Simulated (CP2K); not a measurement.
```xyz
2
Lattice="2.7287 1.5412 -2.1925 -0.0252 3.1123 2.1925 0.0271 -1.5412 2.1925" Properties=species:S:1:pos:R:3 pbc="T T T"
Ir    0.0009    0.7856    2.1925
Ir    1.3779    0.0000    0.0000
```

Space group P-1; changed on purpose from its base cell (cell strained at random at fixed volume); computed pressure about 10 GPa in this cell.

All numbers below come from CP2K 2026.2, Kohn-Sham DFT of a periodic cell, PBE, GTH-PBE with UZH-TZVP basis.

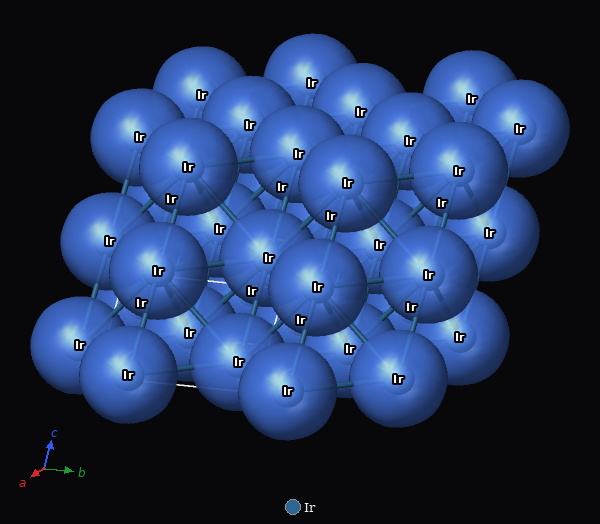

Ir. Isosurface of the valence charge density (pseudo) at 0.6 e/Å³ (blue), seen slightly off an axis. Sticks mark near contacts.

The density is the valence pseudo-density of a pseudopotential calculation; it isn't the true density close to the nuclei.

### What does this surface tell about the bonding?

At this value the density breaks into separate islands; it holds about 80 % of the electrons treated as valence. It bridges none of the near contacts. It is pinched off along the shortest Ir–Ir (2.68 Å) and Ir–Ir (2.76 Å) contacts. On the grid the lowest density along these lines, outside the cores, is 0.48 e/Å³ (Ir–Ir, 2.68 Å) and 0.43 e/Å³ (Ir–Ir, 2.76 Å).
